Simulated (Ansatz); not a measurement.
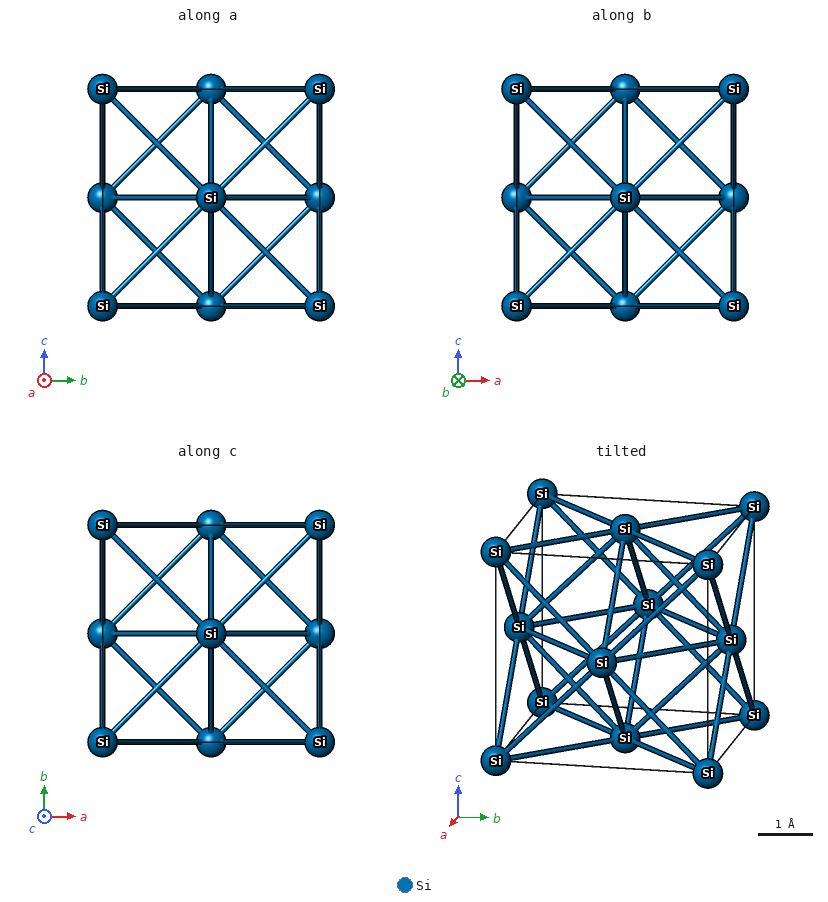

We look at a ball-and-stick model of the crystal along the a axis, along the b axis, along the c axis and slightly off an axis. Atoms at the boundary of the conventional unit cell (the box) are drawn once for each face, edge or corner they touch.

Lattice parameters: a = 4.050 Å, b = 4.050 Å, c = 4.050 Å, α = 90.00°, β = 90.00°, γ = 90.00°. Put a along x and b in the xy plane.

### Put the structure into a POSCAR file.

```
Si
1.0
     4.050    0.000    0.000
     0.000    4.050    0.000
     0.000    0.000    4.050
Si
4
Direct
  0.0000 0.0000 0.0000
  0.0000 0.5000 0.5000
  0.5000 0.0000 0.5000
  0.5000 0.5000 0.0000
```

Its origin is a structure type filled with this element by a generator (whether the element takes this form wasn't checked). Earlier steps of the study may have refined or changed the cell and positions. It was the input of a calculation with Ansatz.
